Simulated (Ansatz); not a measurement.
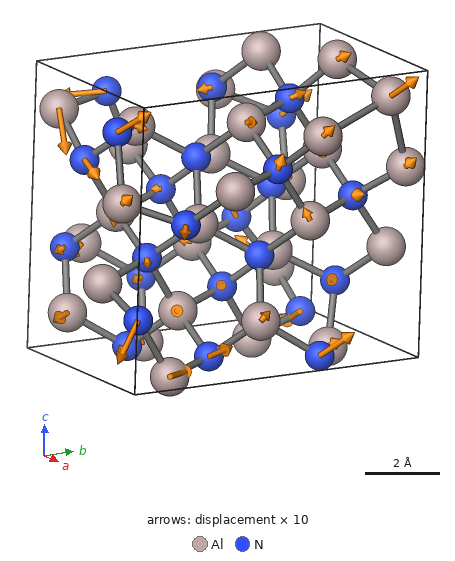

A relaxation of a defect cell of composition Al₂₅N₂₄ (cell charge +2). The starting structure is drawn; orange arrows show the displacements, 10 times their true length.

Style: ball-and-stick. Shown: the cell of the calculation, slightly off an axis.

Case: Al interstitial, charge +2, atoms relaxed at the host's cell.

Computed with DFT PBE, scalar-relativistic, plane waves, PAW (Ansatz 0.2.0). Set-up: plane-wave cutoff 420 eV; k-point mesh 2 × 2 × 2; occupations gaussian; smearing width 0.01 eV; mesh shifted by (0.5, 0.5, 0.5); collinear spin; atoms relaxed in a fixed cell; force threshold 0.025 eV/Å; at most 45 steps.

> What did the optimiser do to the structure, and how much energy did it gain?

Over 5 accepted moves (6 points after the start) the energy falls by 0.856 eV per cell of the calculation. The largest force component goes from 2.1 to 0.0063 eV/Å. The line search rejected the trial step at point 3 of the run. The largest moves, 0.15 Å, are those of Al atoms. Largest moves by element: Al 0.15 Å, N 0.13 Å. The cell stays as it was. Near-neighbour distances that change, for instance: Al–N 2.326 → 2.186 Å, Al–N 1.890 → 1.844 Å, Al–N 1.859 → 1.902 Å, Al–N 1.852 → 1.885 Å. Bond angles that change, for instance: Al–N–Al 101.9° → 114.8°, N–Al–Al 84.8° → 76.6°, N–Al–N 123.2° → 115.4°. Cost: 50 s on 4 threads of Intel(R) Xeon(R) 6975P-C (Granite Rapids), with other jobs on the host, peak memory 1.7 GiB.

Limits of the set-up: the periodic images lie only 8.0 Å apart, so the values are limited by the cell's size; the cell is charged, on a uniform background, and energies carry no finite-size correction.
